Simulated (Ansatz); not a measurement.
# Single-point calculation, with input and output: Ni₃Si

Ni₃Si (Pm-3m, 4 atoms in the cell), computed with DFT PBE, scalar-relativistic, plane waves, PAW, spin-polarised (Ansatz 0.2.0).

The structure was made by a generator, so it may or may not be a known phase. Figures and captions count atoms from 1; the log counts them from 0 in places.

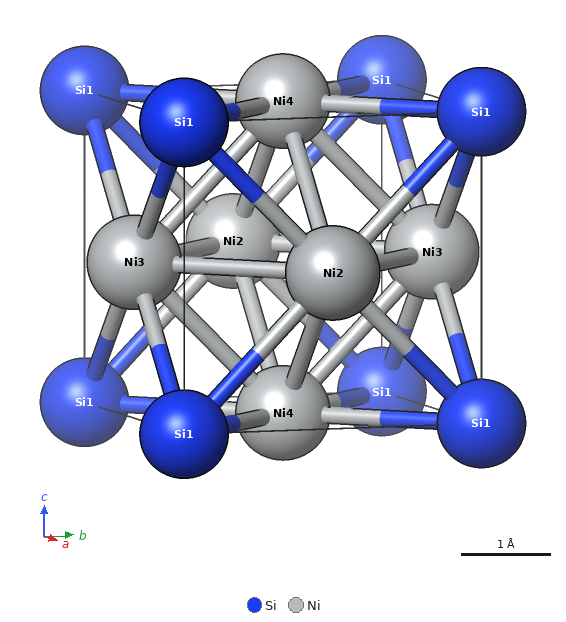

**Figure 1.** The structure (ball-and-stick view of the cell of the calculation, seen slightly off an axis; atoms are numbered from 1 in the order of the input). An atom can appear more than once, as a periodic image.

## Results in brief

```json
{"quantity": "outcome", "value": "converged"}
{"quantity": "space group (tolerance 0.01 Å)", "value": "Pm-3m (221)"}
{"quantity": "electrons treated", "value": "58"}
{"quantity": "free energy", "value": "−18156.7644 eV"}
{"quantity": "Fermi energy", "value": "16.709 eV"}
{"quantity": "gap on the k-point mesh", "value": "none (metallic)"}
{"quantity": "net moment of the cell", "value": "0.00 μB"}
{"quantity": "integrated absolute moment", "value": "0.00 μB"}
{"quantity": "pressure", "value": "−7.39 GPa"}
{"quantity": "largest force (length of the vector)", "value": "under 0.001 eV/Å"}
{"quantity": "hardware", "value": "1 thread of Intel Xeon @ 2.50GHz (Skylake/Cascade Lake), 189 GiB of memory available, shared host"}
{"quantity": "wall time", "value": "26 s"}
{"quantity": "peak memory", "value": "0.43 GiB"}
```

## Notes

Warnings of the run: some starting moments were not kept. The cell is under a tension of 7.4 GPa at this level, so it is not at its equilibrium volume.

## Input file
```yaml
crystal:
  lattice:
    - [3.55110002, 0.0, 0.0]
    - [0.0, 3.55110002, 0.0]
    - [0.0, 0.0, 3.55110002]
  atoms:
    - { symbol: Si, position: [0.0, 0.0, 0.0] }
    - { symbol: Ni, position: [0.0, 0.5, 0.5], spin: 2.0 }
    - { symbol: Ni, position: [0.5, 0.0, 0.5], spin: -2.0 }
    - { symbol: Ni, position: [0.5, 0.5, 0.0], spin: -2.0 }
basis:
  ecutwfc: 420
kpoints:
  mp_grid: { grid: [6, 6, 6] }
hamiltonian:
  xc: pbe
scf:
  occupations: { method: gaussian, width: 0.1 }
  lower_state_search: "off"
output:
  forces: true
  stress: true
  eigenvalues: true
  populations: true
magnetization:
  spin_polarized: true
```

Launch command:
```bash
ansatz run input.yaml --threads 1 --pin off --max-ram 2560MiB --backend cpu --events-out ev --progress --plain --runs-dir out
```

## The program's output
```
Engine: ansatz 0.2.0, x86_64-unknown-linux-gnu
Pseudopotentials: kind: paw
Pseudopotential: Si, paw, valence charge 4, recommended cutoff 420 eV (normal), Si.paw.azcp
Pseudopotential: Ni, paw, valence charge 18, recommended cutoff 420 eV (normal), Ni.paw.azcp
Functional definition: PBE
  parameter kappa = 0.804
  parameter beta = 0.06672455060314922
  exchange = pbe_x(kappa = kappa, mu = beta*pi^2/3)
  correlation = pbe_c(beta = beta)
Crystal: 4 atoms, lattice volume = 44.780 Å³
Basis set: ecut = 420 eV, 895 PW (Γ), exchange–correlation on 48×48×48 points (8 copies of the dense FFT grid, shifted against one another)
Bands: 39, of which v1, the nominal top of the filled ones, is band 29 counted from 1 (28 counted from 0)
Symmetry: 16 space group operations
Space group: P4/mmm (ITA 123), of the structure as read, at distance tolerance 3.6e-5 Å
Magnetic group: BNS 123.339 (UNI 999), of the structure as read, at distance tolerance 3.6e-5 Å
k-points: 40 of 216
Non-local potential: Si, projectors of the file, l = 0: 2, l = 1: 2, l = 2: 2
Non-local potential: Ni, projectors of the file, l = 0: 3, l = 1: 2, l = 2: 3, l = 3: 1
PAW form: soft (Blöchl's): semilocal exchange-correlation on the pseudo side does not see the compensation charge
PAW one-centre angular grid: Si, 110 points (default); XC on 64 Gauss nodes
PAW one-centre angular grid: Ni, 590 points (default); XC on 64 Gauss nodes
Initial density: superposition of atomic densities (chi_scale 0.1, normalization cell)
Starting moments: Σ|m| = 6 μB on 3 of 4 sites
Initial wavefunctions: pseudopotential atomic-orbital guess
Functional: x = pbe(κ = 0.804, μ = 0.2195149727645171), c = pbe(β = 0.06672455060314922)
SCF iter   1: F=—  HF=-18155.580315 eV  |F-HF|=—  |Δ(HF+E_count)|=         —  Δρ=1.73e-1 (↑1.73e-1 ↓1.45e-1)  dr2=2.46e0  dr2_m=9.86e0  M=-0.437 μB ∫|m|=2.040 μB  β_m=0.30  ethr=3.10e-3  ⟨swp⟩=5.1  Hψ=11048  notcnv=0  defer=7
Mixer restart at iter 1: flushing history
preconditioner: auto → Kerker (q_TF=auto, 2.848 Å⁻¹)  [metal: Δε(μ)=0.024 eV  Ē_g=10.395 eV  σ=0.100 eV  W_gap=0.13  n_scr=18 (ndim 8)  ℏωp=32.4 eV  f_vac=0.000  D(μ)=2.50/eV (n_scr^D=26)]
spin=Collinear: Kerker preconditioning applied to the charge; magnetization (m = ρ↑ − ρ↓) channel mixes plain (no charge-response kernel on spin).
spin-set hold released at iteration 1 (the charge has settled, or the pull on large starting moments outlasts its swing): the magnetisation degrees of freedom join the quasi-Newton model from the next iteration; the mixer history was flushed
SCF iter   2: F=—  HF=-18155.959455 eV  |F-HF|=—  |Δ(HF+E_count)|=   3.79e-1  Δρ=1.20e-1 (↑1.18e-1 ↓1.20e-1)  dr2=5.95e-1  dr2_m=5.74e0  M=-0.437 μB ∫|m|=1.849 μB  β_m=0.65  ethr=3.10e-3  ⟨swp⟩=2.1  Hψ=4331  notcnv=0  defer=298
SCF iter   3: F=—  HF=-18158.229310 eV  |F-HF|=—  |Δ(HF+E_count)|=    2.27e0  Δρ=1.41e-1 (↑1.41e-1 ↓6.26e-2)  dr2=1.07e1  dr2_m=1.01e0  M=0.010 μB ∫|m|=0.686 μB  β_m=0.50  ethr=1.03e-3  ⟨swp⟩=3.4  Hψ=6460  notcnv=0  defer=298
SCF iter   4: F=—  HF=-18156.880642 eV  |F-HF|=—  |Δ(HF+E_count)|=    1.35e0  Δρ=5.66e-2 (↑2.47e-2 ↓5.66e-2)  dr2=2.21e0  dr2_m=1.08e-1  M=-0.135 μB ∫|m|=0.429 μB  β_m=0.35  ethr=1.03e-3  ⟨swp⟩=3.4  Hψ=7067  notcnv=0  defer=281
SCF iter   5: F=—  HF=-18156.739305 eV  |F-HF|=—  |Δ(HF+E_count)|=   1.41e-1  Δρ=1.60e-2 (↑1.11e-2 ↓1.60e-2)  dr2=4.43e-2  dr2_m=5.54e-2  M=-0.080 μB ∫|m|=0.324 μB  β_m=0.68  ethr=1.03e-3  ⟨swp⟩=2.1  Hψ=4694  notcnv=0  defer=273
SCF iter   6: F=—  HF=-18156.765529 eV  |F-HF|=—  |Δ(HF+E_count)|=   2.62e-2  Δρ=7.86e-3 (↑7.25e-3 ↓7.86e-3)  dr2=5.43e-2  dr2_m=3.56e-3  M=-0.051 μB ∫|m|=0.127 μB  β_m=0.84  ethr=7.63e-5  ⟨swp⟩=2.0  Hψ=4356  notcnv=0  defer=273
SCF iter   7: F=—  HF=-18156.763998 eV  |F-HF|=—  |Δ(HF+E_count)|=   1.53e-3  Δρ=1.70e-3 (↑1.27e-3 ↓1.70e-3)  dr2=1.70e-3  dr2_m=4.39e-4  M=-0.027 μB ∫|m|=0.050 μB  β_m=0.83  ethr=7.63e-5  ⟨swp⟩=2.1  Hψ=4146  notcnv=0  defer=273
SCF iter   8: F=—  HF=-18156.764345 eV  |F-HF|=—  |Δ(HF+E_count)|=   3.47e-4  Δρ=1.53e-3 (↑1.53e-3 ↓4.41e-4)  dr2=7.44e-4  dr2_m=2.14e-4  M=-0.021 μB ∫|m|=0.038 μB  β_m=0.92  ethr=2.93e-6  ⟨swp⟩=2.0  Hψ=4120  notcnv=0  defer=273
SCF iter   9: F=—  HF=-18156.764386 eV  |F-HF|=—  |Δ(HF+E_count)|=   4.07e-5  Δρ=4.59e-4 (↑4.59e-4 ↓4.18e-4)  dr2=4.62e-6  dr2_m=7.43e-5  M=-0.012 μB ∫|m|=0.021 μB  β_m=0.96  ethr=1.28e-6  ⟨swp⟩=1.6  Hψ=3332  notcnv=0  defer=273
SCF iter  10: F=—  HF=-18156.764400 eV  |F-HF|=—  |Δ(HF+E_count)|=   1.41e-5  Δρ=4.09e-4 (↑1.41e-4 ↓4.09e-4)  dr2=6.35e-5  dr2_m=1.53e-5  M=-0.005 μB ∫|m|=0.008 μB  β_m=0.98  ethr=7.97e-9  ⟨swp⟩=2.3  Hψ=5315  notcnv=0  defer=273
SCF iter  11: F=—  HF=-18156.764400 eV  |F-HF|=—  |Δ(HF+E_count)|=   9.19e-9  Δρ=1.47e-4 (↑1.19e-4 ↓1.47e-4)  dr2=1.04e-5  dr2_m=1.96e-6  M=0.000 μB ∫|m|=0.002 μB  β_m=0.91  ethr=7.97e-9  ⟨swp⟩=2.2  Hψ=5232  notcnv=0  defer=273
SCF iter  12: F=—  HF=-18156.764399 eV  |F-HF|=—  |Δ(HF+E_count)|=   1.03e-6  Δρ=6.63e-5 (↑4.91e-5 ↓6.63e-5)  dr2=3.49e-6  dr2_m=3.26e-7  M=-0.000 μB ∫|m|=0.001 μB  β_m=0.95  ethr=7.97e-9  ⟨swp⟩=2.1  Hψ=4222  notcnv=0  defer=273
SCF iter  13: F=—  HF=-18156.764400 eV  |F-HF|=—  |Δ(HF+E_count)|=   4.65e-7  Δρ=9.75e-5 (↑9.75e-5 ↓8.14e-5)  dr2=1.06e-5  dr2_m=9.81e-8  M=-0.000 μB ∫|m|=0.001 μB  β_m=0.95  ethr=6.01e-9  ⟨swp⟩=2.0  Hψ=3866  notcnv=0  defer=273
SCF iter  14: F=—  HF=-18156.764399 eV  |F-HF|=—  |Δ(HF+E_count)|=   5.59e-7  Δρ=2.02e-5 (↑2.02e-5 ↓1.91e-5)  dr2=5.35e-7  dr2_m=1.69e-9  M=-0.000 μB ∫|m|=0.000 μB  β_m=0.98  ethr=6.01e-9  ⟨swp⟩=1.5  Hψ=3133  notcnv=0  defer=273
SCF iter  15: F=-18156.764399 eV  HF=-18156.764399 eV  |F-HF|=2.35e-8  |Δ(HF+E_count)|=   2.96e-8  Δρ=4.16e-6 (↑3.92e-6 ↓4.16e-6)  dr2=2.21e-8  dr2_m=2.32e-11  M=0.000 μB ∫|m|=0.000 μB  ethr=1.72e-10  ⟨swp⟩=8.7  Hψ=14199  notcnv=0
WARN: the starting moments were not kept: the SCF closed with an absolute magnetisation of 7.4e-6 μB, where they sum to 6 μB in size (3 sites). That is at most 0.1 of that sum. Measured as dr2_m measures the in/out step, that magnetisation stands 2.0e-11 eV from none, at or under the dr2_threshold of 1.0e-7 eV: it is no larger than a step whose dr2_m would equal this threshold. The system may hold no moment; this SCF shows only that its start led to no more than that. To try another start: raise the starting moments (crystal.atoms[].spin, magnetization.per_species, magnetization.initial_magnetization, or on a non-collinear deck that types none of these the spinor_matrix: blocks that start its atoms; where the total moment is fixed, keep their sum and leave initial_magnetization as it is; typed ones take the place of any that the run laid by itself, positive ones on a crystal's lanthanoids without a Hubbard term where scf.initial_density.shell_occupations: [] is typed) or, if the notice of its spin-set hold's release reads "site moments contracting" or "site moments show no strong build", lengthen the hold (scf.mixing.spin_hold: { on: { confirm: 4 } }; for m-r²SCAN on two components see the key's manual first). Each may lead to a state that holds a moment. A second SCF, from the converged charge density, with the starting moments and any scf.initial_density.shell_occupations laid on it anew, would have followed, and was not run: the deck does not ask for one (magnetization.retry_lost_moments is false, the default). To let it run, set magnetization.retry_lost_moments: true and run the deck again, where that key's refused combinations let it; where memory then withholds it, that run's warning says so.
SCF 1 converged in 15 iterations: F = -18156.764399 eV  dr2 = 2.21e-8
  greatest PAW one-centre occupation: 1.001 electrons in one spin orbital (limit 2), on the Ni atom at site 3 (counted from 0), in its partial waves of l = 1
```

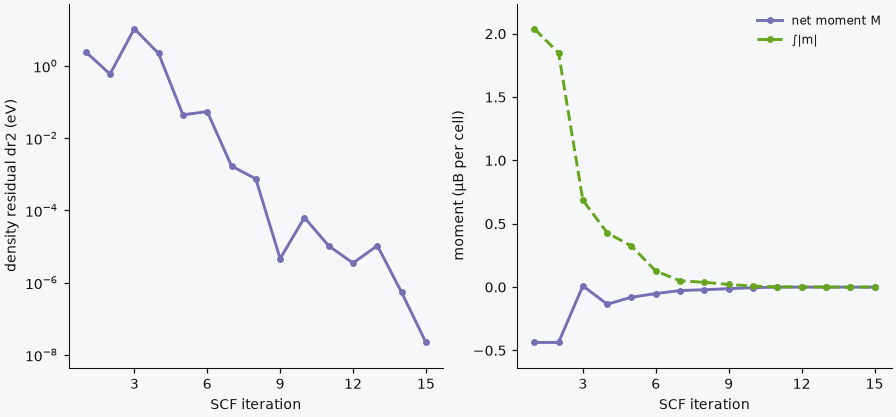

**Figure 2.** Convergence of the self-consistent field: density residual dr2 and magnetic moment against the SCF iteration. The residual falls unevenly and jumps up by a factor of two or more 3 times on the way down. The net moment goes from −0.4 to 0.0 μB per cell, and ∫|m| falls to zero.

```
SCF converged after 15 iterations
Magnetization: 0.0000 μB (29.0000 up, 29.0000 down)
Absolute magnetization: 0.0000 μB (∫|ρ↑−ρ↓|, with the PAW one-centre terms)
Spin contamination: 0.0000 ħ² per cell (⟨S²⟩ above its minimum at these occupations)
Per-site moments (μB) at R_I (Å): [(-6.597045190319367e-7, 1.035790348235645), (1.2040194051414486e-6, 1.035790348235645), (1.5338373210959546e-6, 1.035790348235645), (1.5338373207234863e-6, 1.035790348235645)]
Free energy (F): -18156.764399 eV
Harris-Foulkes:  -18156.764399 eV  (|F-HF|=2.35e-8)
Internal energy: -18156.755433 eV  (E = F + TS)
E sigma→0 (E₀):  -18156.759916 eV
Entropy (-TS):   -0.008966 eV (-2.242 meV/atom)
Fermi energy:    16.708984 eV
--- Per-component energies (eV) ---
  E_band       = -885.878498
  E_kinetic    = 892.576687
  E_local      = -11802.700732  (includes V_loc(G=0)·N_el)
  E_nonlocal   = 1933.058375
  E_hartree    = 5026.686548
  E_xc         = -311.556658
  E_vxc        = -377.568256  (∫ρ·V_xc dr)
  E_paw        = -5405.065968  (= ΣΔE_a)
  E_vpaw       = -1584.615008  (= ΣTr[D̂ρ^β])
  E_aug_tail   = 0.001398  (compensation charges beyond the density's cutoff)
  E_ewald      = -8489.755083
  E_smearing   = -0.008966  (= −TS)
  E_closure    = 0.000000  (closes the sum)
  Σ components = -18156.764399   (vs F -18156.764399, Δ=0.00e0)
--- Forces (eV/Å), atoms counted from 1 ---
  atom   1  Si    -0.00000000     0.00000000     0.00000000
  atom   2  Ni     0.00000000     0.00000000     0.00000000
  atom   3  Ni     0.00000000    -0.00000000     0.00000000
  atom   4  Ni     0.00000000     0.00000000     0.00000000
  max |Σ_I F_I| component: 1.66e-29 eV/Å
--- Stress (GPa, compression-positive) ---
       -7.393089       0.000000       0.000000
        0.000000      -7.393136       0.000000
        0.000000       0.000000      -7.393136
  P = ⅓ Tr σ = -7.3931 GPa (-73.931 kbar)
--- Band table (eV; the first three rows and the last of 80) ---
  k-point 0 ↑: bands = ["-86.4101", "-86.3800", "-86.3800", "-46.8742", "-46.8742", "-46.8742", "-46.8271", "-46.8271", "-46.8271", "-46.6761", "-46.6760", "-46.6760", "5.0037", "12.0033", "12.8306", "12.8306", "13.3294", "13.3294", "13.3294", "15.2282", "15.2282", "15.2282", "15.8000", "15.8000", "15.8000", "16.1047", "16.1048", "16.4184", "16.7275", "16.7275", "16.7276", "21.1358", "22.8108", "22.8108", "26.9114", "26.9114", "26.9114", "30.3500", "30.3500"]
  k-point 1 ↑: bands = ["-86.4083", "-86.3817", "-86.3800", "-46.8700", "-46.8700", "-46.8687", "-46.8285", "-46.8285", "-46.8275", "-46.6824", "-46.6788", "-46.6788", "5.3161", "11.8866", "12.4815", "13.0471", "13.2920", "13.2920", "13.4170", "14.8013", "14.8013", "15.1334", "15.1534", "15.9281", "15.9281", "16.0448", "16.1063", "16.2947", "16.7278", "17.3299", "17.3299", "21.5812", "22.7628", "23.8662", "25.8243", "25.8243", "26.3257", "29.1450", "29.1499"]
  k-point 2 ↑: bands = ["-86.4037", "-86.3863", "-86.3800", "-46.8599", "-46.8599", "-46.8563", "-46.8329", "-46.8329", "-46.8282", "-46.6964", "-46.6846", "-46.6845", "6.1841", "10.3409", "12.7402", "13.1691", "13.1692", "13.5842", "13.6307", "14.5865", "14.5866", "14.8413", "14.9050", "15.6496", "15.6496", "15.7057", "15.8927", "16.1635", "16.7285", "18.8129", "18.8130", "21.6178", "22.6418", "23.4740", "23.4740", "24.3858", "27.5387", "28.0786", "30.2417"]
  k-point 39 ↓: bands = ["-86.3900", "-86.3899", "-86.3899", "-46.8967", "-46.8967", "-46.8966", "-46.8188", "-46.7803", "-46.7803", "-46.7802", "-46.6465", "-46.6465", "8.7116", "12.5880", "12.5880", "12.5880", "13.0626", "13.0626", "13.0626", "14.6005", "14.6005", "14.6005", "15.3238", "15.3239", "15.3239", "15.5222", "15.5222", "16.2810", "16.5024", "16.5024", "16.5024", "17.7495", "20.5162", "20.5162", "20.5162", "32.8833", "32.8833", "33.1330", "33.1330"]
--- Löwdin populations: 4 sites ---
  site symbol       q [e]    m [muB]
     0     Si      4.4183    -0.0000
     1     Ni     17.6315     0.0000
     2     Ni     17.6315     0.0000
     3     Ni     17.6315     0.0000
  spilling = 0.011849 (of n_electrons = 58.000000)
```

## File populations.tsv
```
# site	symbol	l	j	q_up	q_dn
# orbitals = lowdin
# n_electrons = 58.000000
# spilling = 0.011849
0	Si	0_3S	-	0.738988	0.738988
0	Si	1_3P	-	1.470167	1.470168
1	Ni	0_3S	-	0.996577	0.996577
1	Ni	0_4S	-	0.370589	0.370589
1	Ni	1_3P	-	2.998315	2.998315
1	Ni	2_3D	-	4.450281	4.450280
2	Ni	0_3S	-	0.996577	0.996577
2	Ni	0_4S	-	0.370588	0.370588
2	Ni	1_3P	-	2.998315	2.998315
2	Ni	2_3D	-	4.450259	4.450257
3	Ni	0_3S	-	0.996577	0.996577
3	Ni	0_4S	-	0.370588	0.370588
3	Ni	1_3P	-	2.998315	2.998315
3	Ni	2_3D	-	4.450259	4.450257
```

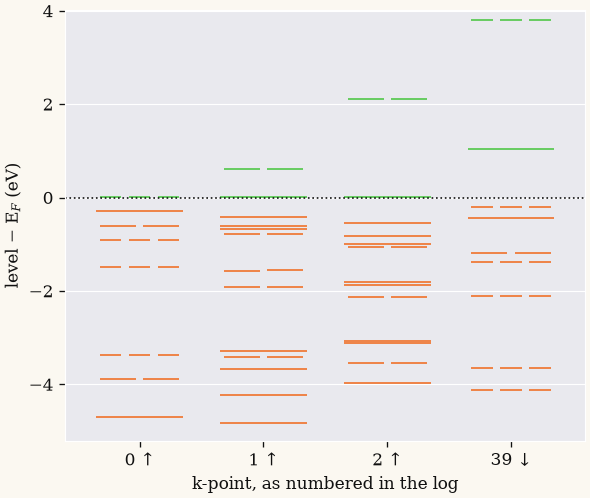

**Figure 3.** Kohn–Sham levels near the Fermi level (dotted) at the few k-points that the log prints; levels within 0.02 eV of each other stand side by side. The system is metallic on the full mesh.
